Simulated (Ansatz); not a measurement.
System: Al$_{6}$H (slab).

Input file:

```
crystal:
  lattice:
    - [2.8394270062, 0.0, 0.0]
    - [0.0, 4.0155561815, 0.0]
    - [0.0, 0.0, 26.0985675155]
  atoms:
    - { symbol: Al, position: [0.5, 0.5, 0.3256883733] }
    - { symbol: Al, position: [0.0, 0.0, 0.3800865123] }
    - { symbol: Al, position: [0.5, 0.5, 0.4344846513] }
    - { symbol: Al, position: [0.0, 0.0, 0.4863154555] }
    - { symbol: Al, position: [0.5, 0.5, 0.5431153486] }
    - { symbol: Al, position: [0.0, 0.0, 0.5914115929] }
    - { symbol: H, position: [0.0, 0.0, 0.6496523373] }
basis:
  ecutwfc: 420
kpoints:
  mp_grid: { grid: [10, 7, 1] }
hamiltonian:
  xc: pbesol
scf:
  occupations: { method: gaussian, width: 0.1 }
output:
  forces: true
  eigenvalues: true
  write_density: true
  write_potential: true
  elf: true
  volumetric_format: npy
relax:
  adjacent_minimum: "off"
  f_tol: 0.03
  max_steps: 70
  constraints: [{ sites: [0, 1, 2] }]
efield:
  axis: 3
  dipole_correction: true
  ramp_width: 0.04
```

Launched as:

```sh
ansatz run input.yaml --threads 1 --pin off --max-ram 2560MiB --backend cpu --events-out ev --progress --plain --runs-dir out
```

The fields are those of the relaxed geometry.

Computed without spin polarisation.

Computed with Ansatz 0.2.0, DFT PBEsol, scalar-relativistic, plane waves, PAW.

What will maps of the valence pseudo-density and electron localisation function show?

Answer. Al–H (1.61 Å): ρ is about 0.44 e/Å³ halfway; the ELF peaks at about 1 in the valence shell of H, 0.5 Å from its nucleus, and is about 1 at the midpoint.
Al–Al (2.91 Å): ρ at the midpoint is about 0.18 e/Å³; the ELF peaks at about 0.65 between the atoms.

Does the calculation make it a metal, or give it a gap?

Answer. It is metallic or semimetallic at this level of theory: no gap opens.

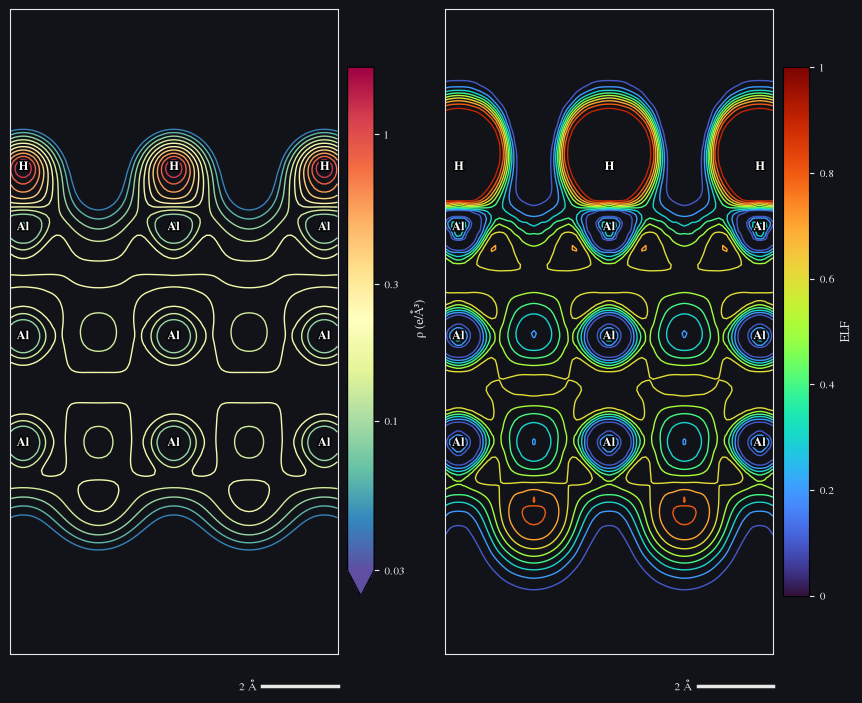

Computed valence pseudo-density and electron localisation function on the (100) plane of the calculation cell, a cut from vacuum to vacuum, in this order. 
